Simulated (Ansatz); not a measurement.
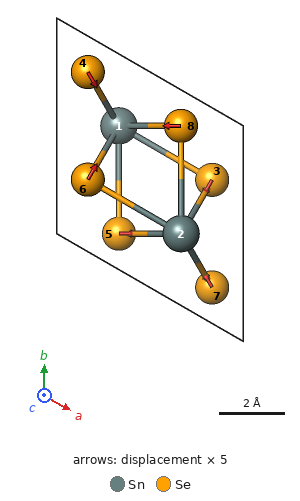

This is a relaxation of crystalline SnSe3 (built on the Ni3Sn (D0_19)_194 type) (coarse preliminary run). The starting structure is drawn; red arrows show the displacements (the part carried along by the change of the cell is left out), magnified 5 times.

A ball-and-stick model of the cell of the calculation, seen along the c axis.

Case: Ni3Sn (D0_19) type (P6_3/mmc, No. 194).

These are results of Ansatz 0.2.0, DFT PBE, scalar-relativistic, plane waves, PAW, not measurements.

Input file:
```yaml
crystal:
  lattice:
    - [6.7224793371, 0.0, 0.0]
    - [-3.3612396686, 5.8218378824, 0.0]
    - [0.0, 0.0, 5.3958268949]
  atoms:
    - { symbol: Sn, position: [0.3333333333, 0.6666666667, 0.25] }
    - { symbol: Sn, position: [0.6666666667, 0.3333333333, 0.75] }
    - { symbol: Se, position: [0.833, 0.666, 0.25] }
    - { symbol: Se, position: [0.167, 0.833, 0.75] }
    - { symbol: Se, position: [0.334, 0.167, 0.25] }
    - { symbol: Se, position: [0.167, 0.334, 0.75] }
    - { symbol: Se, position: [0.833, 0.167, 0.25] }
    - { symbol: Se, position: [0.666, 0.833, 0.75] }
basis:
  ecutwfc: 420
kpoints:
  mp_grid: { grid: [3, 3, 4] }
hamiltonian:
  xc: pbe
scf:
  occupations: { method: gaussian, width: 0.1 }
  lower_state_search: "off"
output:
  forces: true
  stress: true
  eigenvalues: true
relax:
  adjacent_minimum: "off"
  f_tol: 0.04
  max_steps: 70
  cell: { stress_tol: 0.4 }
```

Launched with:
```bash
ansatz run input.yaml --threads 1 --pin off --max-ram 2560MiB --backend cpu --events-out ev --progress --plain --runs-dir out
```

What happened in the run?

Answer. The energy falls by 127 meV per atom in 4 accepted moves (5 points after the start). The largest force component goes from 0.32 to 0.0099 eV/Å. The pressure goes from −6.24 to 0.11 GPa. The SCF was repeated once at an unchanged geometry on a basis and grid sized afresh for the cell, which shifted the energy by 0.3 meV per atom at most. The largest moves relative to the cell, 0.12 Å, are those of Se3, Se4, Se5, Se6, Se7 and Se8. Se5 goes along [2 1 0]. Sn stays in place. Cell: a = b 6.722 → 6.225 Å (−7.4 %), c 5.396 → 5.521 Å (+2.3 %). Volume −12.3 %. Among the contacts that change: Se3–Se5 3.355 → 2.900 Å, Sn1–Se3 3.361 → 3.115 Å, Sn1–Se4 3.321 → 3.229 Å. The space group stays P6_3/mmc (No. 194).
